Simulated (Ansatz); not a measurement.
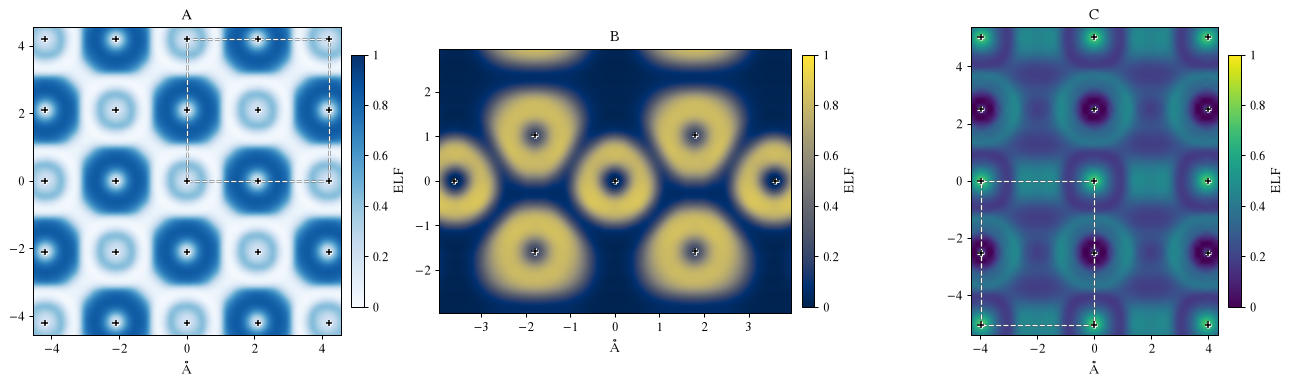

The electron localisation function of 3 systems, each on a plane through atoms (crosses mark nuclei in the plane).

These are results of DFT r2SCAN, scalar-relativistic, plane waves, PAW (Ansatz), not measurements.

System 1: Ni2Ge, the (100) plane of the conventional cell. Space group P6₃/mmc; a structure from a database of computed crystals, not necessarily the ambient phase; started from the database_194 prototype, which need not be the ambient phase; computed without spin polarisation.

```yaml
crystal:
  lattice:
    - [3.97814, 0.00000, 0.00000]
    - [-1.98907, 3.44517, 0.00000]
    - [0.00000, 0.00000, 5.03738]
  atoms:
    - { symbol: Ni, position: [0.66667, 0.33333, 0.25000] }
    - { symbol: Ni, position: [0.33333, 0.66667, 0.75000] }
    - { symbol: Ni, position: [0.00000, 0.00000, 0.00000] }
    - { symbol: Ni, position: [0.00000, 0.00000, 0.50000] }
    - { symbol: Ge, position: [0.66667, 0.33333, 0.75000] }
    - { symbol: Ge, position: [0.33333, 0.66667, 0.25000] }
```

System 2: ZrO2, the (010) plane of the conventional cell. Space group P4₂/nmc.

System 3: MgO, the (010) plane of the conventional cell. Space group Fm-3m; started from the CuPt (L1_1)_166 prototype, which need not be the ambient phase.

```xyz
8
Lattice="4.2045 0.0000 0.0000 0.0000 4.2045 0.0000 0.0000 0.0000 4.2045" Properties=species:S:1:pos:R:3 pbc="T T T"
Mg    0.0000    0.0000    0.0000
Mg    2.1022    2.1022    0.0000
Mg    2.1022    0.0000    2.1022
Mg    0.0000    2.1022    2.1022
O     2.1022    0.0000    0.0000
O     0.0000    2.1022    0.0000
O     0.0000    0.0000    2.1022
O     2.1022    2.1022    2.1022
```

Which map belongs to which system?

Answer. Panel A is system 3, MgO: the plane holds Mg and O. Mg–O (2.10 Å): the ELF peaks at about 0.85 in the valence shell of O, 0.6 Å from its nucleus, and is about 0.35 at the midpoint (a largely ionic contact). Panel B is system 2, ZrO2: the plane holds Zr and O. Zr–O (2.07 Å): the ELF peaks at about 0.85 in the valence shell of O, 0.6 Å from its nucleus, and drops to about 0.25 between the two atoms: no shared electron pair shows on this line. Panel C is system 1, Ni2Ge: the plane holds Ni and Ge. Ni–Ge (2.52 Å): the ELF is about 0.35 at the midpoint.
